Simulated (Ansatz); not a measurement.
System: Ga₂O₃, space group C2/m (No. 12).

Starting cell:
```yaml
crystal:
  lattice:
    - [6.13913, -1.52369, 0.00288]
    - [6.13913, 1.52369, 0.00288]
    - [-1.38124, 0.00000, 5.64424]
  atoms:
    - { symbol: Ga, position: [0.34123, 0.34123, 0.68556] }
    - { symbol: Ga, position: [0.65877, 0.65877, 0.31444] }
    - { symbol: Ga, position: [0.90954, 0.90954, 0.20477] }
    - { symbol: Ga, position: [0.09046, 0.09046, 0.79523] }
    - { symbol: O, position: [0.50371, 0.50371, 0.74399] }
    - { symbol: O, position: [0.49629, 0.49629, 0.25601] }
    - { symbol: O, position: [0.82675, 0.82675, 0.43721] }
    - { symbol: O, position: [0.17325, 0.17325, 0.56279] }
    - { symbol: O, position: [0.16523, 0.16523, 0.10950] }
    - { symbol: O, position: [0.83477, 0.83477, 0.89050] }
```

Method: perturbation theory at the zone centre of a relaxed insulator, optical modes (intensities summed over a level), dielectric tensors and Born charges, a negative frequency is imaginary, spin-unpolarised plane waves (Ansatz 0.2.0). Level: PBEsol.

```
            setting   value
periodic directions       3
         potentials     PAW
        wave cutoff  420 eV
             k mesh   6×6×4
```

Predict the infrared spectrum of the zone-centre phonons.

The strongest infrared line is at 549.8 cm⁻¹, followed by 413.6 (91 % of it), 437.8 (75 % of it) and 293.5 (45 % of it).

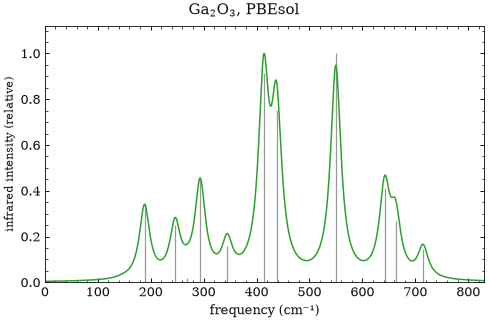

Lines are broadened by Lorentzians of 24 cm⁻¹ full width; the spectrum is scaled to its strongest line. These are zero-field (TO) frequencies; inactive modes don't show.

Caveats: field response not settled on the k mesh.
